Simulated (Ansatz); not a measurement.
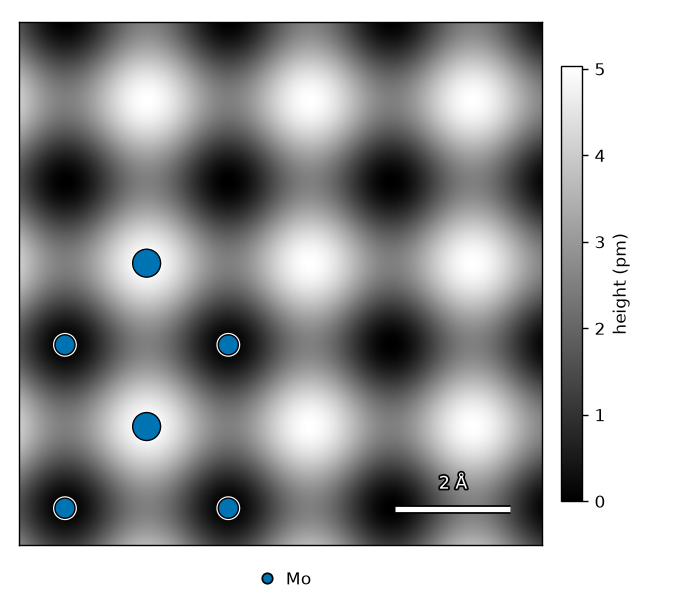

Constant-current image at a set point of 3.7 × 10⁻⁴ e/Å³ of Mo(100) (Fm-3m bulk, 6 atomic planes (those closer than 0.6 Å count as one), 10 Å), sample bias +1.50 V. The atoms seen from above are drawn over one corner (deeper ones smaller).

Tersoff–Hamann simulation (s-wave tip); biases are sample biases. Bias windows are sharp sums over the levels of the k mesh.

Level of theory: DFT PBE, scalar-relativistic, plane waves, PAW in Ansatz. Cutoff 420 eV, 21 × 21 k-points, Gaussian smearing 0.1 eV, dipole correction. The slab is a cut without reconstruction beyond its cell, at the source's lattice constants, with its lower half held fixed and the rest relaxed. This isn't the element's usual bcc form. No spin polarisation. The run warns that the functional's potential is rough in the thin density of the vacuum, where the tip is; weak contrasts and barriers may feel it. On this mesh the free atoms still feel up to 0.22 eV/Å.

**Assign the bright and dark features to the surface structure.**

The brightest spots lie over the top Mo atoms; the darkest points are over the sites above the Mo atoms 1.9 Å below the top plane. The corrugation is 5 pm at a mean tip height of 4.0 Å. So weak a contrast (5 pm) depends on the k-mesh and on the tip.
